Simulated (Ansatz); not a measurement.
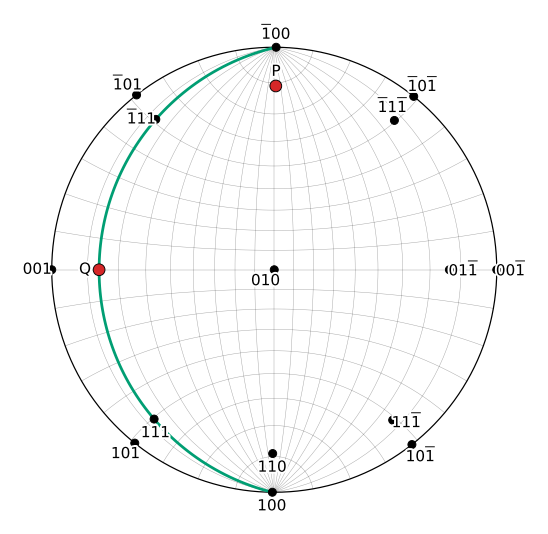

Stereographic projection of plane normals (upper hemisphere) centred on (0 1 0). Crystal: As, coordinates from a relaxation with Ansatz, DFT, revPBE, plane waves (420 eV) with PAW, scalar-relativistic; the starting structure was generated, so it need not be a known form of this composition. Geometry calculated from the standardised cell; symmetry tolerance 0.002 Å.

a = 2.870 Å, b = 14.923 Å, c = 3.605 Å, α = 90.00°, β = 90.49°, γ = 90.00°.

Index the poles marked P, Q.

P is (−1 1 0), 79.1° from the centre; Q is (0 1 1), 76.4° from the centre.

Which zone does the coloured great circle trace?

The zone [0 1 −1]: its poles satisfy k − l = 0.

What is the angle between the normals of (1 0 −1) and (−1 1 −1), and what are their d_hkl = 1/|g|?

102.8°; d = 2.255 Å and 2.211 Å.
